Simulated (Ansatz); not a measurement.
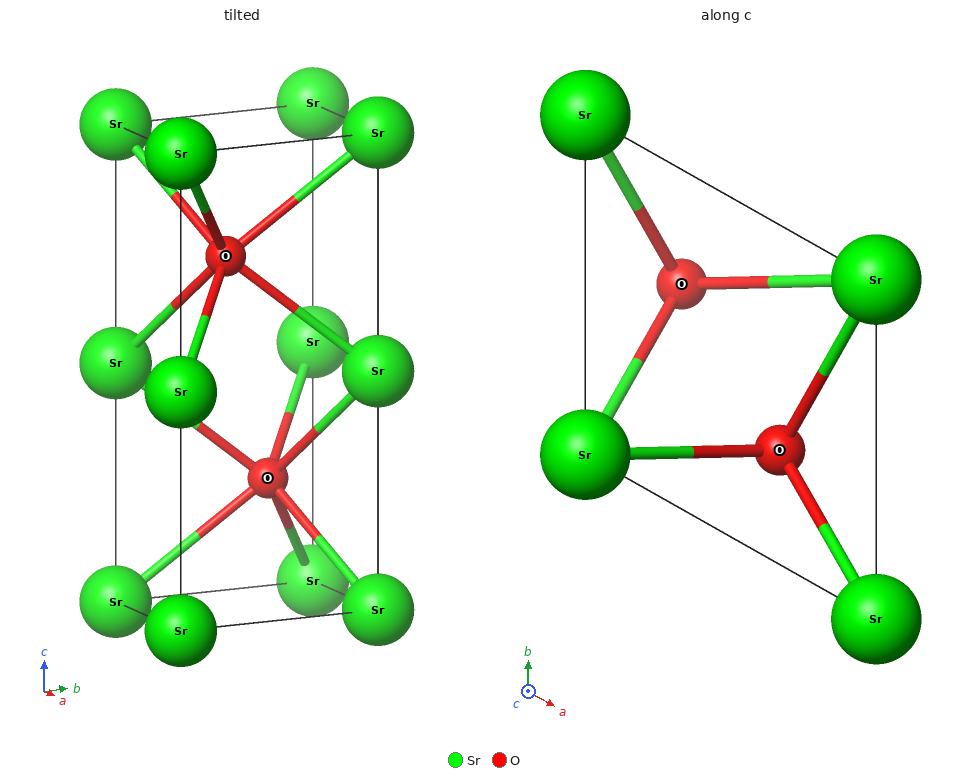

The figure gives a ball-and-stick picture of the atoms, viewed slightly off an axis and along the c axis. The unit cell is outlined; an atom on or near a face, edge or corner is repeated at each equivalent position.

SrO, a = 3.489 Å, b = 3.545 Å, c = 6.255 Å, α = 90.00°, β = 90.00°, γ = 119.48°. Strictly the space group is Cmcm (No. 63, within 0.01 Å). It is a distorted form of a primitive hexagonal structure, space group P6_3/mmc (No. 194) within 0.25 Å: nickel arsenide (NiAs) type. Source of the structure: a structure type filled with these elements by a generator (whether the compound takes this form wasn't checked). The cell was then strained or its atoms displaced on purpose. It went into a calculation with Ansatz.

This one geometry was computed with Ansatz (DFT, plane waves, PAW) at three levels of theory: PBE, r2SCAN and HSE06. It was relaxed with r2SCAN and then strained.

Question: Which level gives the highest pressure at this volume, and what does that say about its equilibrium volume?

Answer: Highest: PBE (3.8 GPa), which points to the largest equilibrium volume. Lowest, with the smallest volume: r2SCAN (1.9 GPa) and HSE06 (1.6 GPa). Levels within 0.5 GPa of each other can't be told apart.

Question: How does the band gap change with the level of theory?

Answer: PBE: a gap of 3.42 eV, direct; r2SCAN: a gap of 3.95 eV, direct; HSE06: a gap of 4.94 eV, direct.

Question: Collect the results in a table.

Answer:
| level | cutoff (eV) | k-mesh of the run's cell | gap (eV) | pressure (GPa) |
| --- | --- | --- | --- | --- |
| PBE | 420 | 12×12×4 | 3.42 | 3.8 |
| r2SCAN | 500 | 12×12×4 | 3.95 | 1.9 |
| HSE06 | 420 | 6×6×4 | 4.94 | 1.6 |

Gaps are taken on the k-mesh or band path of each run.
